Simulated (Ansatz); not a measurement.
System WSe₂ (space group P-6m2, No. 187); source of the atomic positions: the input geometry of an electronic-structure calculation (not necessarily at equilibrium).

```yaml
crystal:
  lattice:
    - [3.31794, 0.00000, 0.00000]
    - [-1.65897, 2.87342, 0.00000]
    - [0.00000, 0.00000, 16.65814]
  atoms:
    - { symbol: W, position: [0.00000, 0.00000, 0.00000] }
    - { symbol: Se, position: [0.33333, 0.66667, 0.09979] }
    - { symbol: Se, position: [0.33333, 0.66667, 0.90021] }
```

Describe how the polyhedra about W are linked (bonds: Se–W below 2.9 Å).

W: WSe6 trigonal prism, sharing edges with six neighbours.

They form layers of edge-sharing trigonal prisms parallel to (001).

Centre to centre across a shared edge: 3.32 Å.

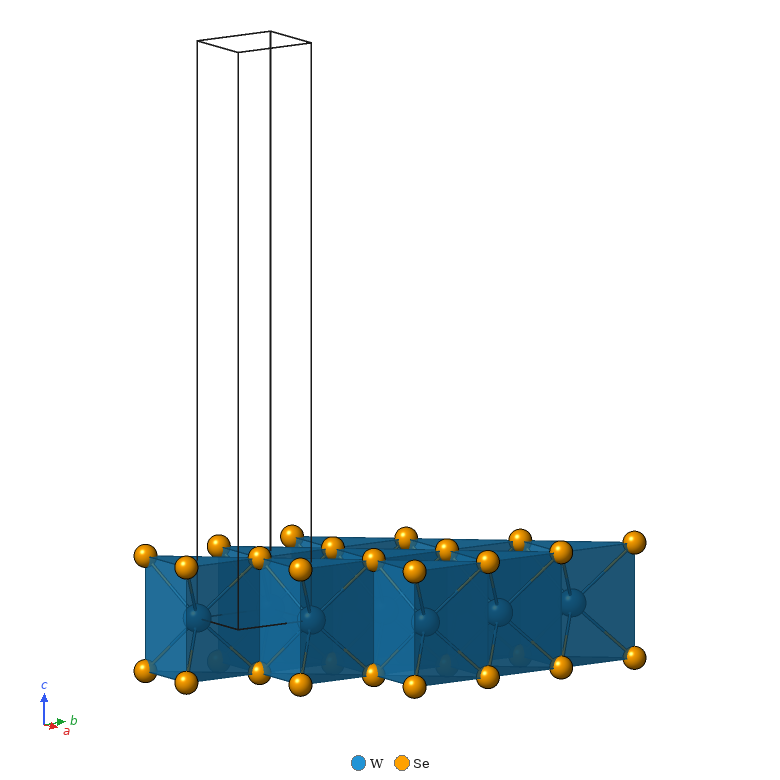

Polyhedra are drawn about W (bonds: Se–W below 2.9 Å); other atoms are plain spheres.
